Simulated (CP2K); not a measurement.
## Single-point calculation, with input and output: GaN

The run: single-point calculation of GaN (F-43m, 2 atoms in the cell). Method and program: with the settings of its input (CP2K 2026.2).

The structure was built on a prototype by a generator. The geometry comes from this level: r2SCAN. It belongs to a series of runs on one base structure; here: XC_FUNCTIONAL = BP.

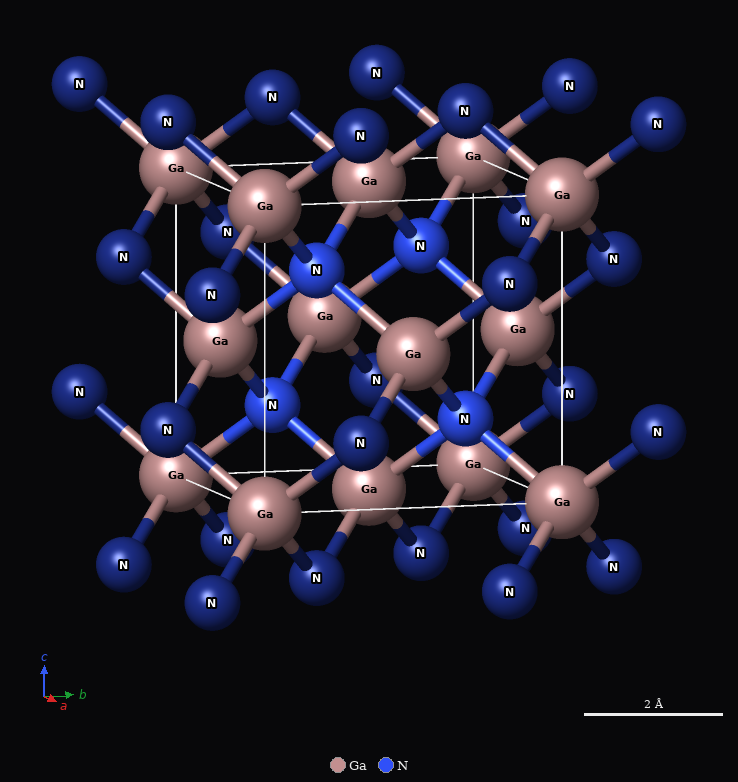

Figure 1. The structure (ball-and-stick view of the cell 4 times as large as that of the calculation, set on its symmetry axes, seen slightly off an axis; neighbours outside the cell are drawn fainter). Near neighbours in the crystal (not all of them lie inside the picture): Ga has 4 N at 1.95 Å; N has 4 Ga at 1.95 Å.

The input
```
&GLOBAL
 PROJECT run
 RUN_TYPE ENERGY_FORCE
 PRINT_LEVEL LOW
&END GLOBAL
&FORCE_EVAL
 METHOD QS
 STRESS_TENSOR ANALYTICAL
 &DFT
  BASIS_SET_FILE_NAME BASIS_MOLOPT
  POTENTIAL_FILE_NAME GTH_POTENTIALS
  &QS
   EXTRAPOLATION USE_GUESS
  &END QS
  &MGRID
   CUTOFF 500
   REL_CUTOFF 50
  &END MGRID
  &XC
   &XC_FUNCTIONAL BP
   &END XC_FUNCTIONAL
  &END XC
  &KPOINTS
   SCHEME MONKHORST-PACK 5 5 5
   SYMMETRY F
   FULL_GRID F
  &END KPOINTS
  &SCF
   ADDED_MOS 8
   EPS_SCF 1e-6
   MAX_SCF 80
   &DIAGONALIZATION
   &END DIAGONALIZATION
   &MIXING
    METHOD BROYDEN_MIXING
    ALPHA 0.3
   &END MIXING
   &SMEAR
    METHOD FERMI_DIRAC
    ELECTRONIC_TEMPERATURE [K] 232
   &END SMEAR
   &PRINT
    &ITERATION_INFO
    &END ITERATION_INFO
   &END PRINT
  &END SCF
  &PRINT
   &BAND_STRUCTURE
    FILE_NAME bands.bs
    ADDED_MOS 6
    &KPOINT_SET
     UNITS B_VECTOR
     SPECIAL_POINT 0.00000000 0.00000000 0.00000000
     NPOINTS 0
    &END KPOINT_SET
    &KPOINT_SET
     UNITS B_VECTOR
     SPECIAL_POINT -0.50000000 -0.50000000 0.00000000
     NPOINTS 0
    &END KPOINT_SET
    &KPOINT_SET
     UNITS B_VECTOR
     SPECIAL_POINT -0.37500000 -0.37500000 0.25000000
     NPOINTS 0
    &END KPOINT_SET
    &KPOINT_SET
     UNITS B_VECTOR
     SPECIAL_POINT -0.37500000 0.00000000 0.37500000
     NPOINTS 0
    &END KPOINT_SET
    &KPOINT_SET
     UNITS B_VECTOR
     SPECIAL_POINT 0.00000000 0.00000000 0.50000000
     NPOINTS 0
    &END KPOINT_SET
    &KPOINT_SET
     UNITS B_VECTOR
     SPECIAL_POINT -0.50000000 -0.25000000 0.25000000
     NPOINTS 0
    &END KPOINT_SET
   &END BAND_STRUCTURE
  &END PRINT
 &END DFT
 &SUBSYS
  &CELL
   A 3.18049919 0.00000000 0.00000000
   B 1.59024960 2.75439310 0.00000000
   C 1.59024960 0.91813103 2.59686671
  &END CELL
  &COORD
   SCALED
   Ga -0.00000000 0.00000000 0.00000000
   N 0.25000000 0.25000000 0.25000000
  &END COORD
  &KIND Ga
   BASIS_SET SZV-MOLOPT-SR-GTH
   POTENTIAL GTH-PBE
  &END KIND
  &KIND N
   BASIS_SET SZV-MOLOPT-SR-GTH
   POTENTIAL GTH-PBE
  &END KIND
 &END SUBSYS
 &PRINT
  &STRESS_TENSOR
  &END STRESS_TENSOR
  &FORCES
  &END FORCES
 &END PRINT
&END FORCE_EVAL
```

Launched with:
```bash
cp2k.psmp -i run.inp
```

The program's output
```
lw7npe

 CP2K| version string:                                       CP2K version 2026.2
 CP2K|            td4 dftd4_v4_2 s_dftd3 mctc-lib tblite sirius libvori libbqb l
 CP2K|            libvdwxc hdf5 trexio greenx
 CP2K| Input file name                                                   run.inp

 GLOBAL| Force Environment number                                              1
 GLOBAL| Cholesky decomposition library                                ScaLAPACK
 GLOBAL| Direct generalized diagonalization requested                          F
 GLOBAL| Matrix multiplication library                                 ScaLAPACK

 GENERATE|  Preliminary Number of Bonds generated:                             0
 GENERATE|  Achieved consistency in connectivity generation.

 *******************************************************************************
 *******************************************************************************
 **                                                                           **
 **     #####                         ##              ##                      **
 **    ##   ##            ##          ##              ##                      **
 **   ##     ##                       ##            ######                    **
 **   ##     ##  ##   ##  ##   #####  ##  ##   ####   ##    #####    #####    **
 **   ##     ##  ##   ##  ##  ##      ## ##   ##      ##   ##   ##  ##   ##   **
 **   ##  ## ##  ##   ##  ##  ##      ####     ###    ##   ######   ######    **
 **    ##  ###   ##   ##  ##  ##      ## ##      ##   ##   ##       ##        **
 **     #######   #####   ##   #####  ##  ##  ####    ##    #####   ##        **
 **           ##                                                    ##        **
 **                                                                           **
 **                                                ... make the atoms dance   **
 **                                                                           **
 **                      J. Chem. Phys. 152, 194103 (2020)                    **
 **                                                                           **
 *******************************************************************************

 *** available. The full set of unoccupied MOs will be used. Use           ***
 *** 'ADDED_MOS -1' to always use all available MOs and to get rid of this ***
 *** warning.                                                              ***

 TOTAL NUMBERS AND MAXIMUM NUMBERS

  Total number of            - Atomic kinds:                                   2
                             - Atoms:                                          2
                             - Shell sets:                                     2
                             - Shells:                                         5
                             - Primitive Cartesian functions:                 11
                             - Cartesian basis functions:                     14
                             - Spherical basis functions:                     13

  Maximum angular momentum of- Orbital basis functions:                        2
                             - Local part of the GTH pseudopotential:          2
                             - Non-local part of the GTH pseudopotential:      4

 SCF PARAMETERS         Density guess:                                    ATOMIC
                        --------------------------------------------------------
                        max_scf:                                              80
                        max_scf_history:                                       0
                        max_diis:                                              4
                        --------------------------------------------------------
                        eps_scf:                                        1.00E-06
                        eps_scf_history:                                0.00E+00
                        eps_diis:                                       1.00E-01
                        eps_eigval:                                     1.00E-05
                        --------------------------------------------------------
                        level_shift [a.u.]:                             0.000000
                        added MOs                                         4    0
                        --------------------------------------------------------
                        Mixing method:                            BROYDEN_MIXING
                                                charge density mixing in g-space
                        --------------------------------------------------------
                        Smear method:                                FERMI_DIRAC
                        Electronic temperature [K]:                        232.0
                        Electronic temperature [a.u.]:                  7.35E-04
                        Accuracy threshold:                             1.00E-10
                        --------------------------------------------------------
                        No outer SCF

 Extrapolation method: initial_guess

 Number of electrons:                                                         18
 Number of occupied orbitals:                                                  9
 Number of molecular orbitals:                                                13

 Number of orbital functions:                                                 13
 Number of independent orbital functions:                                     13

 SCF WAVEFUNCTION OPTIMIZATION

  ------------------------------------------------------------------------------
     1 NoMix/Diag. 0.30E+00    0.3     1.38716891       -84.6197540088 -8.46E+01
     2 Broy./Diag. 0.30E+00    0.4     0.17298817       -83.9998419635  6.20E-01
     3 Broy./Diag. 0.30E+00    0.5     0.07344468       -84.5382422146 -5.38E-01
     4 Broy./Diag. 0.30E+00    0.5     0.00305738       -84.6221611997 -8.39E-02
     5 Broy./Diag. 0.30E+00    0.4     0.00298269       -84.6076633796  1.45E-02
     6 Broy./Diag. 0.30E+00    0.4     0.00004740       -84.6148845430 -7.22E-03
     7 Broy./Diag. 0.30E+00    0.5     0.00004621       -84.6146826130  2.02E-04
     8 Broy./Diag. 0.30E+00    0.4     0.00000184       -84.6148401457 -1.58E-04
     9 Broy./Diag. 0.30E+00    0.4     0.00000071       -84.6148613178 -2.12E-05

  *** SCF run converged in     9 steps ***

  Electronic density on regular grids:        -17.9999999092        0.0000000908
  Core density on regular grids:               17.9999999988       -0.0000000012
  Total charge density on r-space grids:        0.0000000896
  Total charge density g-space grids:           0.0000000896

  Overlap energy of the core charge distribution:               0.00000000567986
  Self energy of the core charge distribution:               -122.14453681889931
  Core Hamiltonian energy:                                     37.11739319345242
  Hartree energy:                                              13.38619845342012
  Exchange-correlation energy:                                -12.97391615142958
  Electronic entropic energy:                                  -0.00000000000000
  Fermi energy:                                                 0.27687477620098

  Total energy:                                               -84.61486131777649
  Total energy (extrapolated to T->0):                        -84.61486131777649

 KPOINTS| Band Structure Calculation
 KPOINTS| Number of k-point sets                                               6
 KPOINTS| Number of added MOs/bands                                            6
 KPOINTS| Number of k-points in set    1                                       1
 KPOINTS| In units of b-vector [2pi/Bohr]
 KPOINTS| Special point     1 not specifi     0.000000     0.000000     0.000000
 KPOINTS| Time for k-point line                                            0.002
 KPOINTS| Number of k-points in set    2                                       1
 KPOINTS| In units of b-vector [2pi/Bohr]
 KPOINTS| Special point     1 not specifi    -0.500000    -0.500000     0.000000
 KPOINTS| Time for k-point line                                            0.002
 KPOINTS| Number of k-points in set    3                                       1
 KPOINTS| In units of b-vector [2pi/Bohr]
 KPOINTS| Special point     1 not specifi    -0.375000    -0.375000     0.250000
 KPOINTS| Time for k-point line                                            0.001
 KPOINTS| Number of k-points in set    4                                       1
 KPOINTS| In units of b-vector [2pi/Bohr]
 KPOINTS| Special point     1 not specifi    -0.375000     0.000000     0.375000
 KPOINTS| Time for k-point line                                            0.001
 KPOINTS| Number of k-points in set    5                                       1
 KPOINTS| In units of b-vector [2pi/Bohr]
 KPOINTS| Special point     1 not specifi     0.000000     0.000000     0.500000
 KPOINTS| Time for k-point line                                            0.001
 KPOINTS| Number of k-points in set    6                                       1
 KPOINTS| In units of b-vector [2pi/Bohr]
 KPOINTS| Special point     1 not specifi    -0.500000    -0.250000     0.250000
 KPOINTS| Time for k-point line                                            0.001

 ENERGY| Total FORCE_EVAL ( QS ) energy [hartree]            -84.614860680858285

 FORCES| Atomic forces [hartree/bohr]
 FORCES|   Atom     x               y               z               |f|
 FORCES|      1 -3.99931517E-05 -2.30595884E-05 -1.62757410E-05   4.89499391E-05
 FORCES|      2  3.76884678E-05  2.17291306E-05  1.53348498E-05   4.61273600E-05
 FORCES| Sum    -2.30468389E-06 -1.33045772E-06 -9.40891211E-07
 FORCES| Total atomic force                                       2.82258071E-06

 STRESS| Analytical stress tensor [bar]
 STRESS|                        x                   y                   z
 STRESS|      x        1.40794400036E+05   8.98775019782E+02   6.35529888851E+02
 STRESS|      y        8.98775019782E+02   1.39753702998E+05   3.61662698861E+02
 STRESS|      z        6.35529888851E+02   3.61662698861E+02   1.39497433773E+05
 STRESS| 1/3 Trace                                             1.40015178936E+05
 STRESS| Determinant                                           2.74463952890E+15

 STRESS| Eigenvectors and eigenvalues of the analytical stress tensor [bar]
 STRESS|                        1                   2                   3
 STRESS| Eigenvalues   1.39233147312E+05   1.39241882844E+05   1.41570506652E+05
 STRESS|      x          -0.576071611980      0.013652688337      0.817285202345
 STRESS|      y           0.653497291077     -0.592911555570      0.470528615312
 STRESS|      z           0.491001821205      0.805151843675      0.332637520735
```

File bands.bs
```
# Set 1: 1 special points, 1 k-points, 13 bands
#  Special point 1          0.00000000     0.00000000     0.00000000  not specified
#  Point 1      Spin 1:     0.00000000     0.00000000     0.00000000       1.00000000
#   Band    Energy [eV]     Occupation
       1    -9.57826163     2.00000000
       2    -7.25760252     2.00000000
       3    -7.25754737     2.00000000
       4    -7.25754717     2.00000000
       5    -6.93185932     2.00000000
       6    -6.93185884     2.00000000
       7     7.01357156     2.00000000
       8     7.01358543     2.00000000
       9     7.01362736     2.00000000
      10     8.95272147     0.00000000
      11    17.54043693     0.00000000
      12    17.54051334     0.00000000
      13    17.54099140     0.00000000
# Set 2: 1 special points, 1 k-points, 13 bands
#  Special point 1         -0.50000000    -0.50000000     0.00000000  not specified
#  Point 1      Spin 1:    -0.50000000    -0.50000000     0.00000000       1.00000000
#   Band    Energy [eV]     Occupation
       1    -8.55623214     2.00000000
       2    -7.17191624     2.00000000
       3    -6.94627088     2.00000000
       4    -6.94623286     2.00000000
       5    -6.85967964     2.00000000
       6    -5.16616904     2.00000000
       7     0.08516349     2.00000000
       8     3.61367394     2.00000000
       9     3.61375591     2.00000000
      10    12.46575750     0.00000000
      11    15.95810453     0.00000000
      12    21.33934496     0.00000000
      13    21.33954472     0.00000000
# Set 3: 1 special points, 1 k-points, 13 bands
#  Special point 1         -0.37500000    -0.37500000     0.25000000  not specified
#  Point 1      Spin 1:    -0.37500000    -0.37500000     0.25000000       1.00000000
#   Band    Energy [eV]     Occupation
       1    -8.58526608     2.00000000
       2    -7.14261560     2.00000000
       3    -6.99673312     2.00000000
       4    -6.98986240     2.00000000
       5    -6.89560970     2.00000000
       6    -4.98345073     2.00000000
       7     0.31140724     2.00000000
       8     1.97760728     2.00000000
       9     4.23963263     2.00000000
      10    14.33823555     0.00000000
      11    16.03053314     0.00000000
      12    19.98433063     0.00000000
      13    20.77128838     0.00000000
# Set 4: 1 special points, 1 k-points, 13 bands
#  Special point 1         -0.37500000     0.00000000     0.37500000  not specified
#  Point 1      Spin 1:    -0.37500000     0.00000000     0.37500000       1.00000000
#   Band    Energy [eV]     Occupation
       1    -8.58524705     2.00000000
       2    -7.14285576     2.00000000
       3    -6.99676599     2.00000000
       4    -6.98959552     2.00000000
       5    -6.89561506     2.00000000
       6    -4.98344057     2.00000000
       7     0.31142313     2.00000000
       8     1.97747253     2.00000000
       9     4.23971157     2.00000000
      10    14.33824540     0.00000000
      11    16.03051713     0.00000000
      12    19.98418304     0.00000000
      13    20.77150057     0.00000000
# Set 5: 1 special points, 1 k-points, 13 bands
#  Special point 1          0.00000000     0.00000000     0.50000000  not specified
#  Point 1      Spin 1:     0.00000000     0.00000000     0.50000000       1.00000000
#   Band    Energy [eV]     Occupation
       1    -8.74086707     2.00000000
       2    -7.16769341     2.00000000
       3    -7.16735933     2.00000000
       4    -6.88555838     2.00000000
       5    -6.88514412     2.00000000
       6    -5.62047174     2.00000000
       7    -0.93767294     2.00000000
       8     5.69935664     2.00000000
       9     5.69952801     2.00000000
      10    12.38063564     0.00000000
      11    17.48746905     0.00000000
      12    19.22921648     0.00000000
      13    19.22953404     0.00000000
# Set 6: 1 special points, 1 k-points, 13 bands
#  Special point 1         -0.50000000    -0.25000000     0.25000000  not specified
#  Point 1      Spin 1:    -0.50000000    -0.25000000     0.25000000       1.00000000
#   Band    Energy [eV]     Occupation
       1    -8.57937273     2.00000000
       2    -7.11378541     2.00000000
       3    -7.07330919     2.00000000
       4    -6.92645715     2.00000000
       5    -6.91784829     2.00000000
       6    -4.85190087     2.00000000
       7     0.48110793     2.00000000
       8     2.54237868     2.00000000
       9     2.70038971     2.00000000
      10    15.53280393     0.00000000
      11    16.10928394     0.00000000
      12    18.76697713     0.00000000
      13    21.22276371     0.00000000
```

Summary

| quantity | value |
| --- | --- |
| outcome | converged |
| space group (tolerance 0.01 Å) | F-43m (216) |
| electrons treated | 18 |
| free energy | −2302.4876 eV |
| band gap | 1.94 eV |
| pressure | 14.00 GPa |
| largest force (length of the vector) | 0.003 eV/Å |
| hardware | 2 threads of Intel Xeon (Granite Rapids), 32 GiB of memory available, shared host |
| wall time | 5.8 s (CPU time 10 s) |
| peak memory | 0.24 GiB |

Notes

Settings chosen away from the usual ones: XC_FUNCTIONAL = BP. The cell is under a pressure of 14.0 GPa at this level, so it is not at its equilibrium volume.
